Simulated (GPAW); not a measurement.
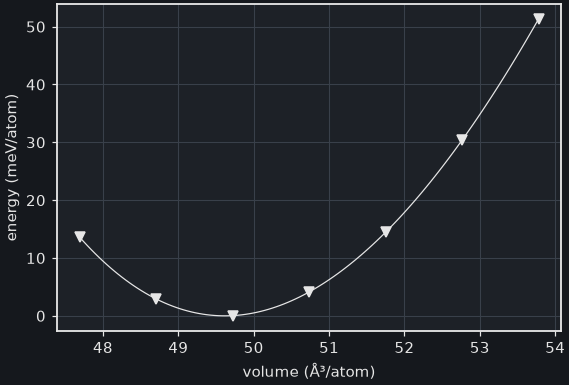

The figure shows the energy against volume.

Calculation (GPAW 26.7.0): PAW DFT in plane waves, on a grid or in atomic orbitals, no spin polarisation; energies at scaled volumes of the given cell, shape and fractions fixed, counted from the fit's minimum, third-order Birch-Murnaghan fit. Level: PBEsol.

Question: For which of these solids was it computed?
A. MoS₂, P-6m2 (No. 187)
B. GaSb, F-43m (No. 216)
C. Mo, Im-3m (No. 229)

Answer: A, MoS₂: energy from 0.04 meV/atom to 51.31 meV/atom, V0 49.62 Å³/atom, B0 54.4 GPa. The others give: GaSb, energy from 0.05 meV/atom to 17.38 meV/atom, V0 28.56 Å³/atom, B0 52 GPa; Mo, energy from 0 meV/atom to 116 meV/atom, V0 15.3 Å³/atom, B0 281 GPa.

For MoS₂, limits of the calculation: shape and atomic fractions are frozen while scaling, which makes layered, chain and framework solids too stiff.
